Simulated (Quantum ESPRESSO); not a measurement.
## Relaxation of cell and atoms, with input and output: Ta (part 2 of 2)

The same run, continued: Ta (Im-3m, 1 atom in the cell); Kohn-Sham DFT of a periodic cell, LDA, PseudoDojo 0.4.1 SR LDA standard, no spin polarisation (Quantum ESPRESSO 7.5); cutoff 789.13 eV, 23×23×23 k-mesh, Gaussian smearing of 0.1 eV. 

## Output, continued
```
     total energy              =    -130.32812004 Ry
     estimated scf accuracy    <          1.3E-10 Ry

     iteration #  4     ecut=    58.00 Ry     beta= 0.50
     Davidson diagonalization with overlap
     ethr =  1.00E-12,  avg # of iterations =  1.0

     End of self-consistent calculation

     Number of k-points >= 100: set verbosity='high' to print the bands.

     the Fermi energy is    19.1706 ev

!    total energy              =    -130.32812004 Ry
     estimated scf accuracy    <          4.5E-13 Ry
     smearing contrib. (-TS)   =      -0.00048966 Ry
     internal energy E=F+TS    =    -130.32763038 Ry

     The total energy is F=E-TS. E is the sum of the following terms:
     one-electron contribution =     -14.72219797 Ry
     hartree contribution      =      14.09659338 Ry
     xc contribution           =     -29.45701816 Ry
     ewald contribution        =    -100.24500763 Ry

     convergence has been achieved in   4 iterations

     Forces acting on atoms (cartesian axes, Ry/au):

     atom    1 type  1   force =     0.00000000    0.00000000    0.00000000

     Total force =     0.000000     Total SCF correction =     0.000000

     Computing stress (Cartesian axis) and pressure

          total   stress  (Ry/bohr**3)                   (kbar)     P=       -0.12
  -0.00000082  -0.00000000  -0.00000000           -0.12       -0.00       -0.00
  -0.00000000  -0.00000082  -0.00000000           -0.00       -0.12       -0.00
  -0.00000000  -0.00000000  -0.00000082           -0.00       -0.00       -0.12

     Energy error            =      6.6E-07 Ry
     Gradient error          =      0.0E+00 Ry/Bohr
     Cell gradient error     =      1.2E-01 kbar

     bfgs converged in   3 scf cycles and   2 bfgs steps
     (criteria: energy <  1.0E-05 Ry, force <  4.0E-04 Ry/Bohr, cell <  3.0E-01 kbar)

     End of BFGS Geometry Optimization

     Final enthalpy           =    -130.3281200351 Ry

     File ./tmp/pwscf.bfgs deleted, as requested
Begin final coordinates
     new unit-cell volume =    115.47065 a.u.^3 (    17.11098 Ang^3 )
     density =     17.56013 g/cm^3

CELL_PARAMETERS (angstrom)
  -1.623323233   1.623323233   1.623323233
   1.623323233  -1.623323233   1.623323233
   1.623323233   1.623323233  -1.623323233

ATOMIC_POSITIONS (crystal)
Ta               0.0000000000        0.0000000000        0.0000000000
End final coordinates

     Final scf calculation at the relaxed structure.
     The G-vectors are recalculated for the final unit cell
     Results may differ from those at the preceding step.

     G-vector sticks info
     --------------------
     sticks:   dense  smooth     PW     G-vecs:    dense   smooth      PW
     Sum         483     483    165                 6819     6819    1289

     Using Slab Decomposition

     bravais-lattice index     =            0
     lattice parameter (alat)  =       5.4055  a.u.
     unit-cell volume          =     115.4706 (a.u.)^3
     number of atoms/cell      =            1
     number of atomic types    =            1
     number of electrons       =        13.00
     number of Kohn-Sham states=           12
     kinetic-energy cutoff     =      58.0000  Ry
     charge density cutoff     =     232.0000  Ry
     scf convergence threshold =      2.0E-12
     mixing beta               =       0.5000
     number of iterations used =            8  plain     mixing
     press convergence thresh. =      3.0E-01
     Exchange-correlation= SLA  PW   NOGX NOGC
                           (   1   4   0   0   0   0   0)

     celldm(1)=   5.405527  celldm(2)=   0.000000  celldm(3)=   0.000000
     celldm(4)=   0.000000  celldm(5)=   0.000000  celldm(6)=   0.000000

     crystal axes: (cart. coord. in units of alat)
               a(1) = (  -0.567500   0.567500   0.567500 )
               a(2) = (   0.567500  -0.567500   0.567500 )
               a(3) = (   0.567500   0.567500  -0.567500 )

     reciprocal axes: (cart. coord. in units 2 pi/alat)
               b(1) = (  0.000000  0.881057  0.881057 )
               b(2) = (  0.881057  0.000000  0.881057 )
               b(3) = (  0.881057  0.881057  0.000000 )

     PseudoPot. # 1 for Ta read from file:
     Ta.upf
     Pseudo is Norm-conserving + core correction, Zval = 13.0
     Generated using ONCVPSP code by D. R. Hamann
     Using radial grid of 1432 points,  8 beta functions with:
                l(1) =   0
                l(2) =   0
                l(3) =   1
                l(4) =   1
                l(5) =   2
                l(6) =   2
                l(7) =   3
                l(8) =   3

     atomic species   valence    mass     pseudopotential
     Ta               13.00   180.94790     Ta( 1.00)

     48 Sym. Ops., with inversion, found

   Cartesian axes

     site n.     atom                  positions (alat units)
         1        Ta     tau(   1) = (   0.0000000   0.0000000   0.0000000  )

     number of k points=   364  Gaussian smearing, width (Ry)=  0.0073

     Number of k-points >= 100: set verbosity='high' to print them.

     Dense  grid:     6819 G-vectors     FFT dimensions: (  25,  25,  25)

     Initial potential from superposition of free atoms

     starting charge      12.9993, renormalised to      13.0000
     Starting wfcs are   10 randomized atomic wfcs +    2 random wfcs

     Self-consistent Calculation

     iteration #  1     ecut=    58.00 Ry     beta= 0.50
     Davidson diagonalization with overlap
     c_bands:  1 eigenvalues not converged
     c_bands:  1 eigenvalues not converged
     c_bands:  1 eigenvalues not converged
     c_bands:  1 eigenvalues not converged
     c_bands:  1 eigenvalues not converged
     c_bands:  1 eigenvalues not converged
     c_bands:  1 eigenvalues not converged
     c_bands:  1 eigenvalues not converged
     c_bands:  1 eigenvalues not converged
     ethr =  1.00E-06,  avg # of iterations = 11.5

     total energy              =    -130.32626598 Ry
     estimated scf accuracy    <       0.02004364 Ry

     iteration #  2     ecut=    58.00 Ry     beta= 0.50
     Davidson diagonalization with overlap
     ethr =  1.54E-04,  avg # of iterations =  1.9

     total energy              =    -130.32797841 Ry
     estimated scf accuracy    <       0.00134502 Ry

     iteration #  3     ecut=    58.00 Ry     beta= 0.50
     Davidson diagonalization with overlap
     ethr =  1.03E-05,  avg # of iterations =  2.1

     total energy              =    -130.32811211 Ry
     estimated scf accuracy    <       0.00009278 Ry

     iteration #  4     ecut=    58.00 Ry     beta= 0.50
     Davidson diagonalization with overlap
     ethr =  7.14E-07,  avg # of iterations =  1.4

     total energy              =    -130.32811524 Ry
     estimated scf accuracy    <       0.00000062 Ry

     iteration #  5     ecut=    58.00 Ry     beta= 0.50
     Davidson diagonalization with overlap
     ethr =  4.80E-09,  avg # of iterations =  2.1

     total energy              =    -130.32811546 Ry
     estimated scf accuracy    <       0.00000004 Ry

     iteration #  6     ecut=    58.00 Ry     beta= 0.50
     Davidson diagonalization with overlap
     ethr =  2.71E-10,  avg # of iterations =  1.7

     total energy              =    -130.32811546 Ry
     estimated scf accuracy    <          6.2E-10 Ry

     iteration #  7     ecut=    58.00 Ry     beta= 0.50
     Davidson diagonalization with overlap
     ethr =  4.74E-12,  avg # of iterations =  1.9

     total energy              =    -130.32811546 Ry
     estimated scf accuracy    <          3.3E-11 Ry

     iteration #  8     ecut=    58.00 Ry     beta= 0.50
     Davidson diagonalization with overlap
     ethr =  2.55E-13,  avg # of iterations =  1.7

     End of self-consistent calculation

     Number of k-points >= 100: set verbosity='high' to print the bands.

     the Fermi energy is    19.1706 ev

!    total energy              =    -130.32811546 Ry
     estimated scf accuracy    <          8.4E-13 Ry
     smearing contrib. (-TS)   =      -0.00048966 Ry
     internal energy E=F+TS    =    -130.32762580 Ry

     The total energy is F=E-TS. E is the sum of the following terms:
     one-electron contribution =     -14.72219053 Ry
     hartree contribution      =      14.09658818 Ry
     xc contribution           =     -29.45701580 Ry
     ewald contribution        =    -100.24500765 Ry

     convergence has been achieved in   8 iterations

     Forces acting on atoms (cartesian axes, Ry/au):

     atom    1 type  1   force =     0.00000000    0.00000000    0.00000000

     Total force =     0.000000     Total SCF correction =     0.000000

     Computing stress (Cartesian axis) and pressure

          total   stress  (Ry/bohr**3)                   (kbar)     P=       -0.17
  -0.00000114  -0.00000000  -0.00000000           -0.17       -0.00       -0.00
  -0.00000000  -0.00000114  -0.00000000           -0.00       -0.17       -0.00
  -0.00000000  -0.00000000  -0.00000114           -0.00       -0.00       -0.17

=------------------------------------------------------------------------------=
   JOB DONE.
=------------------------------------------------------------------------------=
```

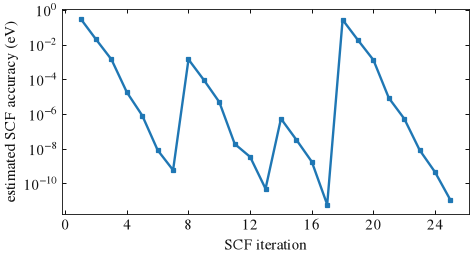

Fig. 1: Convergence of the self-consistent field: estimated SCF accuracy against the iteration. The field takes 25 iterations in all.

The run was set up as follows.

## Input file
```
&CONTROL
  calculation = 'vc-relax'
  prefix = 'pwscf'
  outdir = './tmp'
  pseudo_dir = './pseudo'
  tprnfor = .true.
  tstress = .true.
  disk_io = 'low'
  nstep = 40
  forc_conv_thr = 0.0004
  etot_conv_thr = 1d-05
/
&SYSTEM
  ibrav = 0
  nat = 1
  ntyp = 1
  ecutwfc = 58
  nbnd = 12
  occupations = 'smearing'
  smearing = 'gaussian'
  degauss = 0.00734986
/
&ELECTRONS
  conv_thr = 2d-10
  electron_maxstep = 120
  mixing_beta = 0.5
/
&IONS
  ion_dynamics = 'bfgs'
/
&CELL
  cell_dynamics = 'bfgs'
  press = 0
  press_conv_thr = 0.3
/
ATOMIC_SPECIES
Ta   180.9479 Ta.upf
CELL_PARAMETERS angstrom
  -1.6515000000    1.6515000000    1.6515000000
   1.6515000000   -1.6515000000    1.6515000000
   1.6515000000    1.6515000000   -1.6515000000
ATOMIC_POSITIONS crystal
Ta     0.0000000000    0.0000000000    0.0000000000
K_POINTS automatic
23 23 23 0 0 0
```

Command:
```bash
OMP_NUM_THREADS=1 pw.x -in pw.in > pw.out
```

## Results in brief

- outcome: converged
- space group (tolerance 0.01 Å): Im-3m (229)
- electrons treated: 13
- free energy: −1773.2043 eV
- Fermi energy: 19.171 eV
- gap on the k-point mesh: none (metallic)
- pressure: −0.02 GPa
- final volume: 17.11 Å³
- largest force (length of the vector) at the end: under 0.001 eV/Å
- final cell: a = 2.812 Å, b = 2.812 Å, c = 2.812 Å, α = 109.47°, β = 109.47°, γ = 109.47°
- hardware: 1 thread of Intel Xeon @ 2.90GHz (Ice Lake), 192 GiB of memory available, shared host
- wall time: 2.1 min
- peak memory: 0.1 GiB

## Remarks

Spin–orbit coupling is left out, which matters for Ta.
